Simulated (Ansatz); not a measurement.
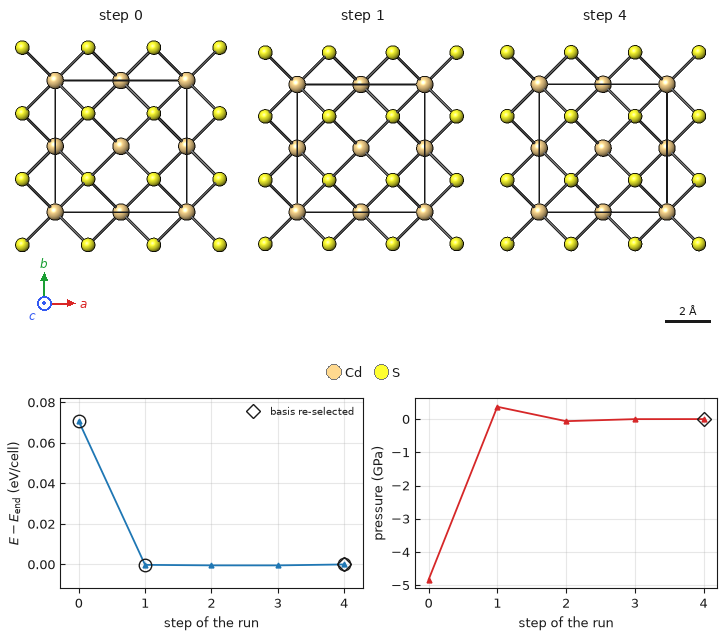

Frames of a relaxation of a crystal of CdS (built on the database structure type), marked on the history of the run. Style: ball-and-stick. Shown: the conventional cell (4 times the calculation's cell), along the c axis. Lengths and directions refer to the drawn axes.

The calculation used Ansatz 0.2.0, DFT, LDA, plane waves, PAW. (plane-wave cutoff 420 eV; k-point mesh 6 × 6 × 6; occupations fermi dirac; smearing width 0.02 eV; no spin polarisation; cell and atoms relaxed; force threshold 0.005 eV/Å)

Question: Describe the path.

Answer: Over 3 accepted moves (4 points after the start) the energy falls by 70.7 meV per cell of the calculation. All forces vanish by symmetry, so only the cell relaxes. The pressure goes from −4.84 to 0.00 GPa. At 1 point the geometry stayed and the basis and grid were re-selected for the new cell (energy shift of 0.5 meV per cell of the calculation at most each time). The atoms keep their places relative to the cell (all moves are under 0.005 Å). The drawn cell changes as follows: a = b = c 5.926 → 5.757 Å (−2.9 %); the volume changes by −8.3 %. Near-neighbour distances that change, for instance: Cd–S 2.566 → 2.493 Å. The space group stays F-43m (No. 216). From step 0 to 1: volume −8.8 %, energy −70.9 meV per cell of the calculation. From step 1 to 4: volume +0.5 %, energy +0.2 meV per cell of the calculation.

| step | E − E(0), meV/atom | pressure, GPa | volume, Å³/atom | note |
| --- | --- | --- | --- | --- |
| 0 | 0.00 | -4.84 | 26.011 |  |
| 1 | -35.47 | 0.37 | 23.721 |  |
| 2 | -35.60 | -0.06 | 23.870 |  |
| 3 | -35.61 | 0.00 | 23.849 |  |
| 4 | -35.37 | 0.00 | 23.849 | same geometry, new basis |
